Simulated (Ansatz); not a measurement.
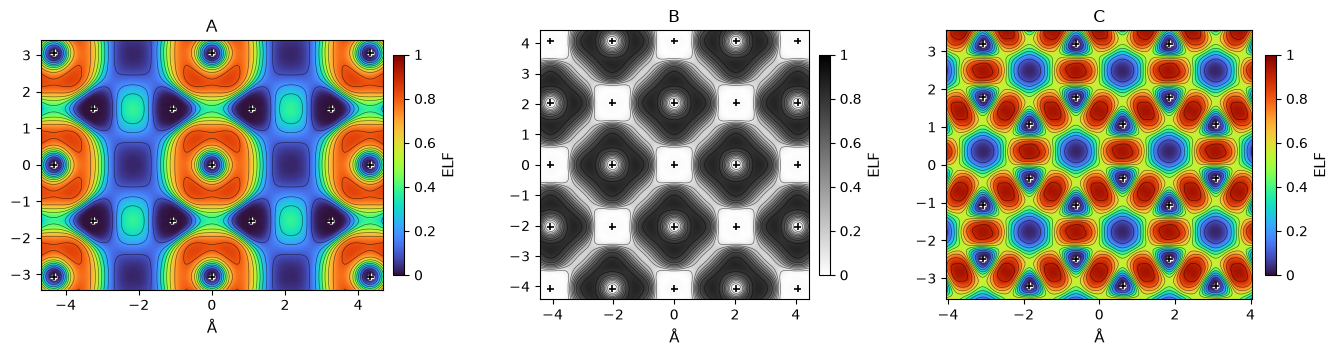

The ELF of 3 systems, each on a plane through atoms (crosses mark nuclei in the plane).

Method: Ansatz 0.2.0, Kohn-Sham DFT of a periodic cell, HSE06 form with a typed share of exact exchange, Ansatz PAW.

System 1: Be2C, the (110) plane of the conventional cell. Space group Fm-3m; computed pressure about −3 GPa in this cell.

```cif
data_structure
_symmetry_space_group_name_H-M 'P 1'
_symmetry_Int_Tables_number 1
_cell_length_a 4.3300
_cell_length_b 4.3300
_cell_length_c 4.3300
_cell_angle_alpha 90.000
_cell_angle_beta 90.000
_cell_angle_gamma 90.000
_cell_volume 81.18
loop_
_atom_site_label
_atom_site_type_symbol
_atom_site_fract_x
_atom_site_fract_y
_atom_site_fract_z
_atom_site_occupancy
C1 C 0.00000 0.00000 0.00000 1
C2 C 0.50000 0.50000 0.00000 1
C3 C 0.50000 0.00000 0.50000 1
C4 C 0.00000 0.50000 0.50000 1
Be1 Be 0.75000 0.25000 0.25000 1
Be2 Be 0.25000 0.75000 0.25000 1
Be3 Be 0.25000 0.25000 0.75000 1
Be4 Be 0.75000 0.75000 0.75000 1
Be5 Be 0.25000 0.25000 0.25000 1
Be6 Be 0.75000 0.75000 0.25000 1
Be7 Be 0.75000 0.25000 0.75000 1
Be8 Be 0.25000 0.75000 0.75000 1
```

System 2: C, the (001) plane of the conventional cell. Space group R-3m; a structure from a database of computed crystals, not necessarily the ambient phase; computed pressure about −7 GPa in this cell.

```
CELL_PARAMETERS angstrom
2.46638 0.00000 0.00000
-1.23319 2.13594 0.00000
0.00000 0.00000 24.84785
ATOMIC_POSITIONS crystal
C 0.00000 0.00000 0.08717
C 0.66667 0.33333 0.42051
C 0.33333 0.66667 0.75384
C 0.66667 0.33333 0.08718
C 0.33333 0.66667 0.42052
C 0.00000 0.00000 0.75385
C 0.00000 0.00000 0.24615
C 0.66667 0.33333 0.57948
C 0.33333 0.66667 0.91282
C 0.66667 0.33333 0.24616
C 0.33333 0.66667 0.57949
C 0.00000 0.00000 0.91283
```

System 3: AlN, the (100) plane of the conventional cell. Space group Fm-3m; a structure from a database of computed crystals, not necessarily the ambient phase; computed pressure about −12 GPa in this cell.

```yaml
crystal:
  lattice:
    - [4.06904, 0.00000, 0.00000]
    - [0.00000, 4.06904, 0.00000]
    - [0.00000, 0.00000, 4.06904]
  atoms:
    - { symbol: Al, position: [0.50000, 0.00000, 0.00000] }
    - { symbol: Al, position: [0.00000, 0.50000, 0.00000] }
    - { symbol: Al, position: [0.00000, 0.00000, 0.50000] }
    - { symbol: Al, position: [0.50000, 0.50000, 0.50000] }
    - { symbol: N, position: [0.00000, 0.00000, 0.00000] }
    - { symbol: N, position: [0.50000, 0.50000, 0.00000] }
    - { symbol: N, position: [0.50000, 0.00000, 0.50000] }
    - { symbol: N, position: [0.00000, 0.50000, 0.50000] }
```

Which map belongs to which system?

Panel A is system 1, Be2C: the plane holds C and Be. Be–C (1.87 Å): the ELF peaks at about 0.85 in the valence shell of C, 0.8 Å from its nucleus, and is about 0.85 at the midpoint. Panel B is system 3, AlN: the plane holds Al and N. Al–N (2.03 Å): the ELF peaks at about 0.85 in the valence shell of N, 0.8 Å from its nucleus, and is about 0.80 at the midpoint. Panel C is system 2, C: the plane holds C. C–C (1.42 Å): the ELF peaks at about 0.95 between the atoms, as expected for localised, covalent bonding.
